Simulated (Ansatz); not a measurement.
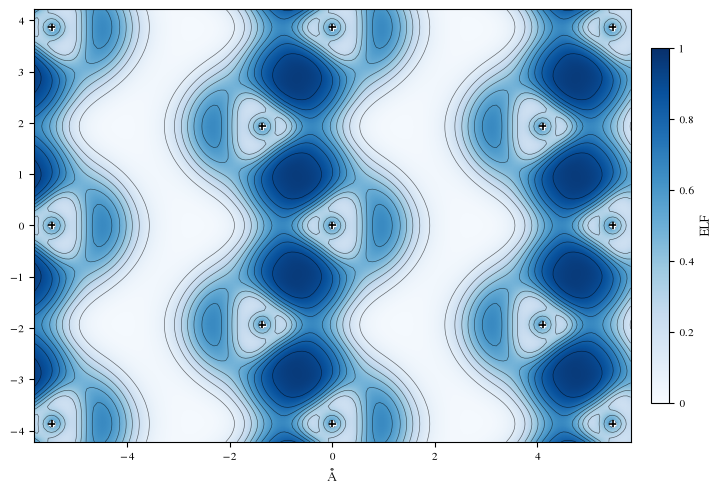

The ELF on a plane through atoms (crosses mark nuclei in the plane).

Computed with DFT PBE, scalar-relativistic, plane waves, PAW (Ansatz 0.2.0).

Candidates:
A. Si, a = 5.47 Å, b = 5.47 Å, c = 5.47 Å, α = 90.00°, β = 90.00°, γ = 90.00°. Space group Fd-3m.
B. W, a = 3.18 Å, b = 3.18 Å, c = 3.18 Å, α = 90.00°, β = 90.00°, γ = 90.00°. Space group Im-3m.

**Which candidate gave the map?**

Candidate A: Si on the (101) plane of the conventional cell, which holds Si. Si–Si (2.37 Å): the ELF peaks at about 0.95 between the atoms, as expected for localised, covalent bonding.
